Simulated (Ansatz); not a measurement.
Input file:

```
crystal:
  lattice:
    - [4.4897390481, 0.0, 0.0]
    - [-2.244869524, 3.888228072, 0.0]
    - [0.0, 0.0, 4.2340632411]
  atoms:
    - { symbol: Al, position: [0.0, 0.0, 0.5] }
    - { symbol: Cu, position: [0.6658680073, 0.0, 0.0] }
    - { symbol: Cu, position: [0.0, 0.6658680073, 0.0] }
    - { symbol: Cu, position: [0.3341319927, 0.3341319927, 0.0] }
    - { symbol: Cu, position: [0.3333333333, 0.6666666667, 0.5] }
    - { symbol: Cu, position: [0.6666666667, 0.3333333333, 0.5] }
basis:
  ecutwfc: 420
kpoints:
  mp_grid: { grid: [12, 12, 10] }
  band_path:
    path:
      - [[0.0, 0.0, 0.0], [0.5, 0.0, 0.0], [0.33333333, 0.33333333, 0.0], [0.0, 0.0, 0.0], [0.0, 0.0, 0.5], [0.5, 0.0, 0.5], [0.33333333, 0.33333333, 0.5], [0.0, 0.0, 0.5]]
      - [[0.5, 0.0, 0.5], [0.5, 0.0, 0.0]]
      - [[0.33333333, 0.33333333, 0.5], [0.33333333, 0.33333333, 0.0]]
    npoints: 14
hamiltonian:
  xc: pbe
scf:
  occupations: { method: gaussian, width: 0.1 }
  n_extra_bands: 15
output:
  forces: true
  stress: true
  eigenvalues: true
  populations: true
  dos: { projected: true, de: 0.02, nscf_kmesh: { grid: [15, 15, 12] } }
  bader: true
  write_density: true
  write_potential: true
  elf: true
  volumetric_format: npy
```

Run with:

```sh
ansatz run input.yaml --threads 1 --pin off --max-ram 2560MiB --backend cpu --events-out ev --progress --plain --runs-dir out
```

Below, planes, directions and counts refer to the conventional cell (a = 4.49 Å, b = 4.49 Å, c = 4.23 Å, α = 90.00°, β = 90.00°, γ = 120.00°).

Space group P-62m; a structure generated by program, which may or may not match a known phase; computed without spin polarisation.

All numbers below come from DFT PBE, scalar-relativistic, plane waves, PAW in Ansatz.

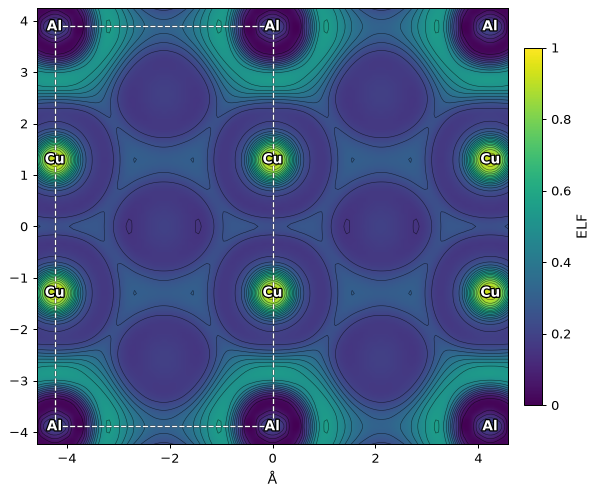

AlCu₅. Electron localisation function on the (110) plane of the conventional cell.

In a PAW calculation such maps are meaningful between the atoms, not at the nuclei.

**Read the bonding off the picture.**

Atoms in the plane: Al and Cu. Atoms just off the plane (Cu, 0.7 Å away) can leave unmarked features too. Cu–Cu (2.59 Å): the ELF is about 0.25 at the midpoint: no localised pair shows between them. Al–Cu (2.59 Å): the ELF is about 0.40 at the midpoint. The features right at Cu lie inside the PAW spheres, where the map follows smoothed inner orbitals and isn't to be read closely.

**Does the calculation give a band gap?**

It is metallic or semimetallic at this level of theory: no gap opens.

**What Bader charges does the calculation give?**

Electrons move from Al towards Cu. Bader charges: Al +1.44 and Cu −0.37 to −0.23 e.
